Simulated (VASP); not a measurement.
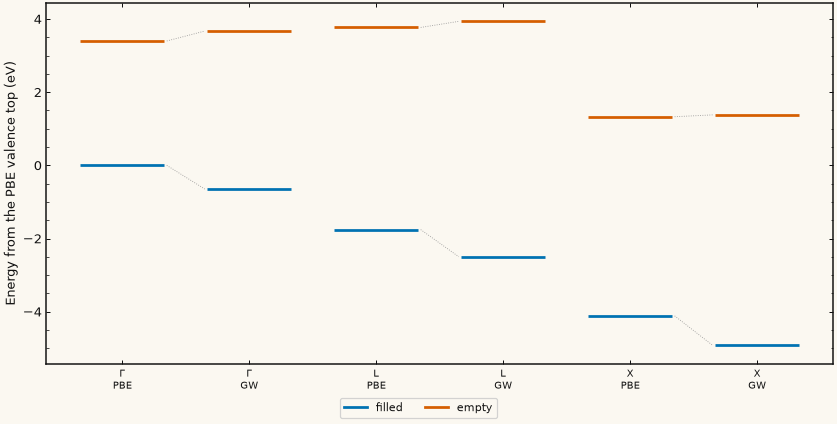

Kohn-Sham (PBE) and quasiparticle levels side by side at points of the k mesh; filled and empty levels have different colours.

System: BP, space group F-43m (No. 216), 2 atoms in the cell.

```
B P
1.0
     0.00000    2.26900    2.26900
     2.26900    0.00000    2.26900
     2.26900    2.26900    0.00000
B P
1 1
Direct
  0.00000 0.00000 0.00000
  0.25000 0.25000 0.25000
```

VASP; G0W0@PBE, real-axis frequency integration, PAW potentials of the _GW family, no spin polarisation, 6×6×6 k mesh, 319 eV cutoff.

> What are the Kohn-Sham and quasiparticle gaps on the mesh?

The gap on the mesh goes from 1.33 eV in PBE to 2.03 eV, an opening of 0.70 eV.

> How is the correction shared between the two band edges?

The valence top moves by −0.65 eV and the conduction bottom by +0.05 eV.

These values hold for the bands, cutoff and mesh used, not for the basis limit.
